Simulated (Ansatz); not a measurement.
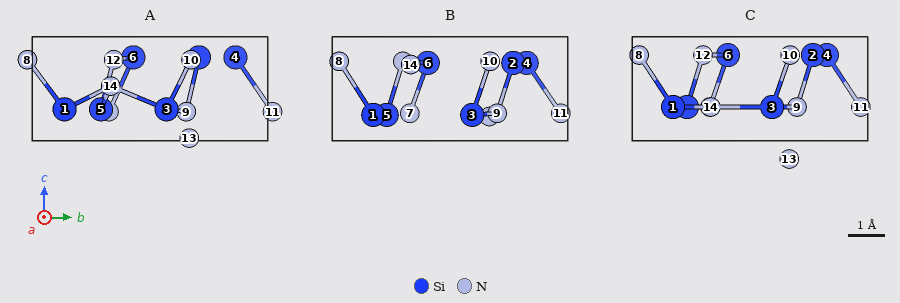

3 geometries from one relaxation of crystalline Si3N4 (set up in P6_3), in shuffled order. Style: ball-and-stick. Shown: the cell of the calculation, along the a axis.

Theory: Ansatz, DFT, PBE, plane-wave PAW, default files, scalar-relativistic. Settings: plane-wave cutoff 420 eV; k-point mesh 4 × 4 × 10; occupations fermi dirac; smearing width 0.01 eV; no spin polarisation; atoms relaxed in a fixed cell; force threshold 0.02 eV/Å; at most 60 steps.

Question: Put them in the order of the run, from the start to the converged end.

Answer: B, A, C. They are steps 0, 4, 10, at +713 meV per atom, +324 meV per atom relative to the last. Over 9 accepted moves (10 points after the start) the energy falls by 713 meV per atom. Largest force component: 2.2 eV/Å at the start, 0.012 eV/Å at the end. 1 step only repeated the SCF at the same geometry. The largest moves, 1.19 Å, are those of N13 and N14. N13 goes along −c. By element the largest moves are N 1.19 Å, Si 0.22 Å. The cell stays as it was. Some distances before and after: Si1–N14 2.287 → 3.378 Å, Si1–N14 (another image) 2.229 → 1.728 Å, Si1–N8 1.772 → 1.734 Å, Si1–N8 (another image) 1.699 → 1.734 Å. New bonds form: Si1–N14 (2.23 → 1.73 Å), Si2–N13 (2.23 → 1.73 Å), Si3–N14 (2.23 → 1.73 Å), Si4–N13 (2.23 → 1.73 Å). Bond angles that change, for instance: Si4–N11–Si5 125.4° → 123.1°, Si4–N11–Si5 120.9° → 123.1°. The space group (tolerance 0.01 Å) goes from P6_3 (No. 173) to P6_3/m (No. 176). The run took 72 s on 4 threads of Arm Neoverse N1, on a shared host, peak memory 0.56 GiB.
